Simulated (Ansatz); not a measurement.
System: a (111) slab cut from Pt (Fm-3m), 4 atoms in the cell. Starting structure of the relaxation:

```cif
data_structure
_symmetry_space_group_name_H-M 'P 1'
_symmetry_Int_Tables_number 1
_cell_length_a 2.7705
_cell_length_b 2.7705
_cell_length_c 23.7863
_cell_angle_alpha 90.000
_cell_angle_beta 90.000
_cell_angle_gamma 120.000
_cell_volume 158.11
loop_
_atom_site_label
_atom_site_type_symbol
_atom_site_fract_x
_atom_site_fract_y
_atom_site_fract_z
_atom_site_occupancy
Pt1 Pt 0.66667 0.33333 0.35735 1
Pt2 Pt 0.33333 0.66667 0.45245 1
Pt3 Pt 0.00000 0.00000 0.54755 1
Pt4 Pt 0.66667 0.33333 0.64265 1
```

Computed with Ansatz 0.2.0: DFT PBEsol, scalar-relativistic, plane waves, PAW, no spin polarisation, 12×12×1 k mesh, 420 eV cutoff.

What does the potential across the slab give for the work function?

The work function is 5.81 eV, the same on both faces. The two vacuum levels agree, so the slab has no net dipole along its normal. The outermost atoms are 6.8 Å apart, which leaves 17.0 Å of vacuum in a cell 23.8 Å high.

Spin-orbit coupling is left out, which matters for Pt.

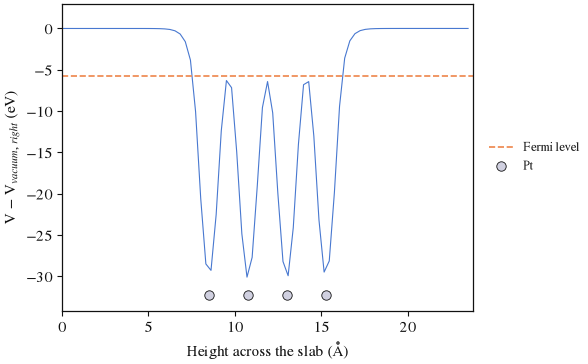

Plane-averaged electrostatic potential energy of an electron across the slab; circles at the bottom mark the heights of the atoms (positions after relaxation).
